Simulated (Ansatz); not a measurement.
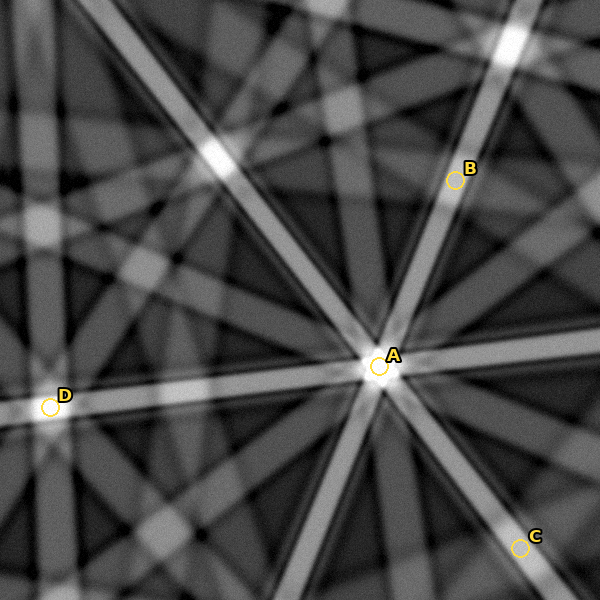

Simulated Kikuchi (electron backscatter) pattern at 20 kV: kinematic bands of width 2θ(Bragg) in gnomonic projection, seen from the camera side; the frame spans ±31° from its centre. Crystal: Ir, space group Im-3m (No. 229), a = 3.17 Å. Structure: the end point of a relaxation with DFT, BLYP, plane waves (420 eV) with PAW, scalar-relativistic (Ansatz 0.2.0); the starting structure was generated, so it need not be a known form of this composition.

Pole A is [111] and pole B is [133].

Index the poles C and D.

Answer. C is [331], 22.0° from A and 37.9° from B. D is [101], 35.3° from A and 49.5° from B.

Which band joins A and B, and how wide is it?

Answer. It comes from the planes common to both zones. The strongest order is 0 1 -1 with d = 2.239 Å, so the band is 2θ = 2.2° wide (λ = 0.0859 Å). Other orders of the same planes (0 2 -2) lie on the same centre line with other widths.
